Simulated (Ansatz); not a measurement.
Take the following structure.

```cif
data_structure
_symmetry_space_group_name_H-M 'P 63/m m c'
_symmetry_Int_Tables_number 194
_cell_length_a 2.5348
_cell_length_b 2.5348
_cell_length_c 8.6616
_cell_angle_alpha 90.000
_cell_angle_beta 90.000
_cell_angle_gamma 120.000
_cell_volume 48.20
loop_
_atom_site_label
_atom_site_type_symbol
_atom_site_symmetry_multiplicity
_atom_site_Wyckoff_symbol
_atom_site_fract_x
_atom_site_fract_y
_atom_site_fract_z
_atom_site_occupancy
Fe1 Fe 2 a 0.00000 0.00000 0.00000 1
Fe2 Fe 2 c 0.33333 0.66667 0.25000 1
```

Give a crystallographic description of this input.

Answer. The element is iron. Its lattice is primitive hexagonal, its space group P6_3/mmc (No. 194). In terms of structure types, this is double hexagonal close-packed (α-La type). The cell holds four atoms. The Fe atoms are each bonded to twelve Fe at 2.53 to 2.61 Å. The bonds build a three-dimensional framework.

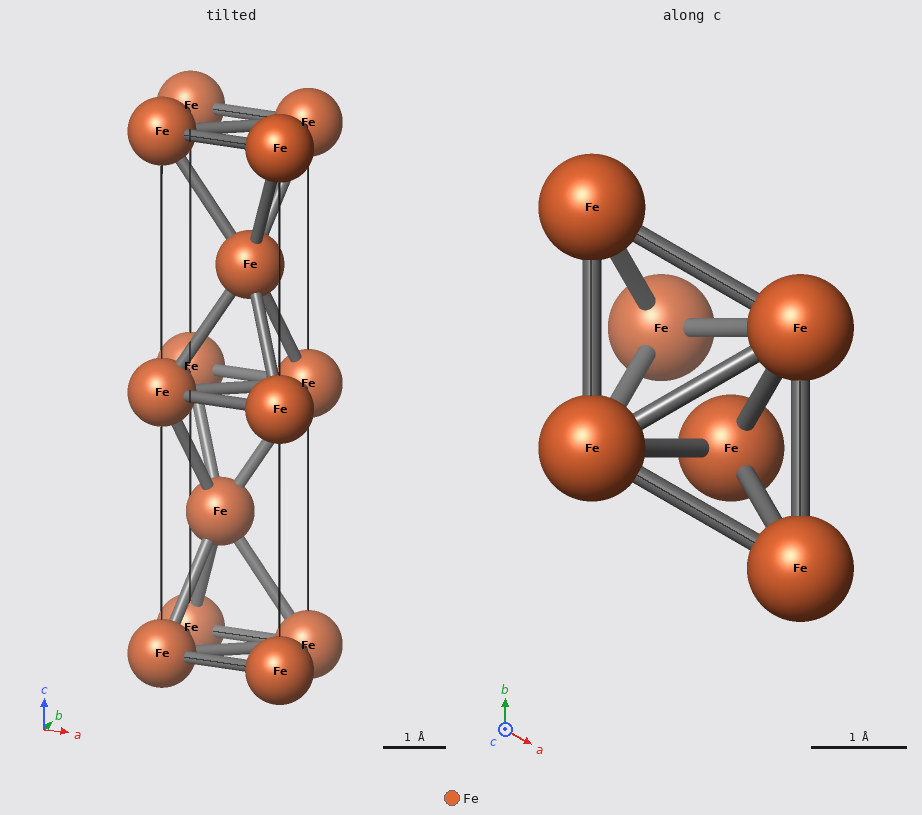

Structure drawing (ball-and-stick), viewed slightly off an axis and along the c axis. Thin lines show the conventional unit cell, with boundary atoms drawn in all their periodic places.

The model was built from a structure listed in the Materials Project, with elements exchanged, so it need not be a known form of the compound. What is shown is the relaxed result from DFT PBE, scalar-relativistic, plane waves, PAW in Ansatz.
